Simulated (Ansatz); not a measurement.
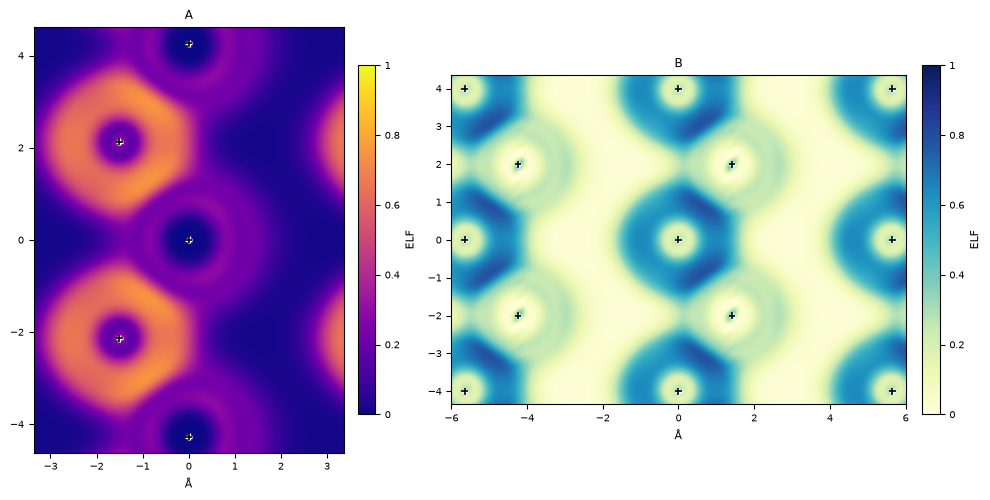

The ELF of 2 systems, each on a plane through atoms (crosses mark nuclei in the plane).

These are results of Kohn-Sham DFT of a periodic cell, PBE, Ansatz PAW in Ansatz, not measurements.

System 1: GaAs, the (110) plane of the conventional cell. Space group F-43m; computed pressure about 3 GPa in this cell.

```
As Ga
1.0
     5.65370    0.00000    0.00000
     0.00000    0.00000   -5.65370
     0.00000    5.65370    0.00000
As Ga
4 4
Direct
  0.75000 0.75000 0.25000
  0.25000 0.75000 0.75000
  0.25000 0.25000 0.25000
  0.75000 0.25000 0.75000
  0.50000 0.50000 0.00000
  0.00000 0.50000 0.50000
  0.00000 0.00000 0.00000
  0.50000 0.00000 0.50000
```

System 2: InAs, the (110) plane of the conventional cell. Space group F-43m; computed pressure about 4 GPa in this cell.

```xyz
8
Lattice="6.0360 0.0000 0.0000 0.0000 0.0000 -6.0360 0.0000 6.0360 0.0000" Properties=species:S:1:pos:R:3 pbc="T T T"
In    3.0180    0.0000   -3.0180
In    0.0000    3.0180   -3.0180
In    0.0000    0.0000    0.0000
In    3.0180    3.0180    0.0000
As    4.5270    1.5090   -4.5270
As    1.5090    4.5270   -4.5270
As    1.5090    1.5090   -1.5090
As    4.5270    4.5270   -1.5090
```

### Match each panel to its system.

Panel A is system 2, InAs: the plane holds In and As. In–As (2.61 Å): the ELF peaks at about 0.75 between the atoms. Panel B is system 1, GaAs: the plane holds As and Ga. Ga–As (2.45 Å): the ELF peaks at about 0.80 between the atoms: a covalent bond.
